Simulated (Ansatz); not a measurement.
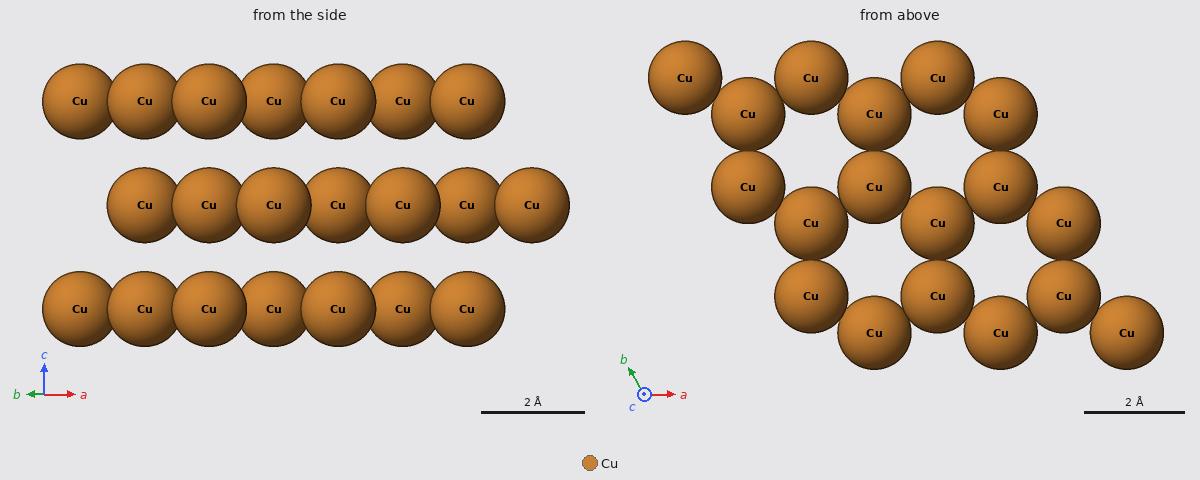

A spheres-only picture of a periodic slab, seen from the side and from above. The surface normal points up in side views; the vacuum is left out. 3×3 cells are drawn in the plane, with atoms at the edges repeated.

The cell holds 3 Cu. The slab was cut from bulk Cu (P6_3/mmc).

> How far apart are the outermost atoms along the normal?

About 4.1 Å from the lowest to the highest atom.

> State the number of planes and their content from above.

Three planes: Cu / Cu / Cu.

> What facet is shown?

(0 0 1).

Run with DFT r2SCAN, scalar-relativistic, plane waves, PAW (Ansatz) and these settings: a 500 eV plane-wave basis, the zone sampled with 12×12×1 points, Gaussian smearing of 0.1 eV, no spin polarisation.

> Work functions?

4.78 eV on both faces.

The structure comes from a structure listed in the Materials Project, from which a slab was cut. The atoms were relaxed in a fixed cell with Ansatz, DFT r2SCAN, scalar-relativistic, plane waves, PAW, but for one held in place.
